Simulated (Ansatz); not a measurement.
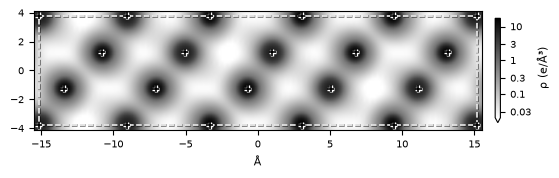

The valence pseudo-density on a plane through atoms (crosses mark nuclei in the plane).

Computed with Ansatz, DFT PBEsol, scalar-relativistic, plane waves, PAW.

Candidates:
A. MgGe8 (slab), a = 4.01 Å, b = 5.68 Å, c = 25.02 Å, α = 90.00°, β = 90.00°, γ = 90.00°. 
B. Bi2Te3, a = 4.38 Å, b = 4.38 Å, c = 30.32 Å, α = 90.00°, β = 90.00°, γ = 120.00°. Space group R-3m.

Q: Which system is this?

A: Candidate B: Bi2Te3 on the (110) plane of the conventional cell, which holds Bi and Te. Bi–Te (3.06 Å): the density is about 0.29 e/Å³ at the midpoint. Bi–Te (3.23 Å): ρ at the midpoint is about 0.21 e/Å³.
